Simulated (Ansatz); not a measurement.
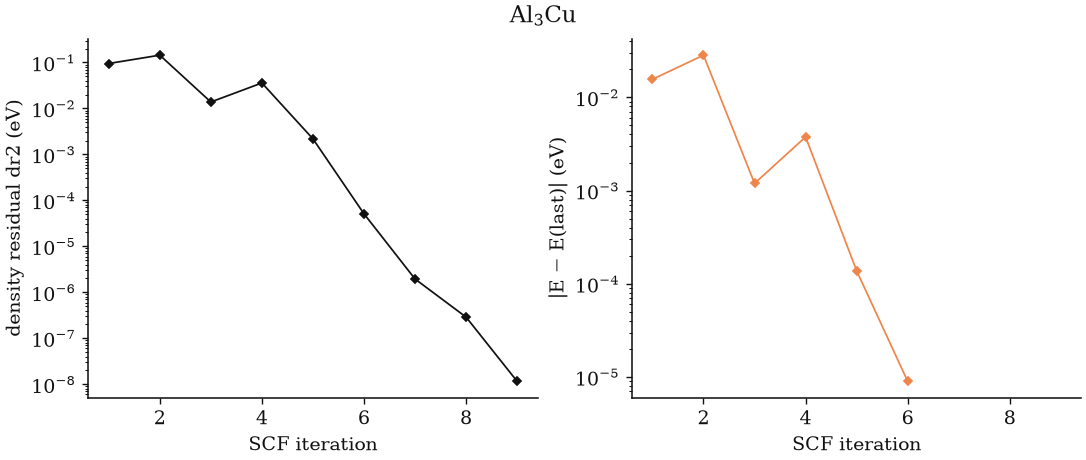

The plot shows the SCF iterations of a calculation: density residual dr2, distance of the Harris–Foulkes energy from its last value. Energy differences below 3 × 10⁻⁶ eV aren't drawn. The starting density is a sum of atomic densities corrected by a trained network.

Al$_{3}$Cu (P4/mmm, 4 atoms in the cell); Ansatz 0.2.0, DFT r2SCAN, scalar-relativistic, plane waves, PAW; cutoff 500 eV, 16×16×6 k-mesh, fixed occupations.

> How did this run end?

It converged, after 9 iterations. The residual comes down, with one marked jump up, by a factor of about 3, at step 4.

> What is the residual at the start and at the end?

It starts near 0.09 and ends near 10⁻⁸ eV.
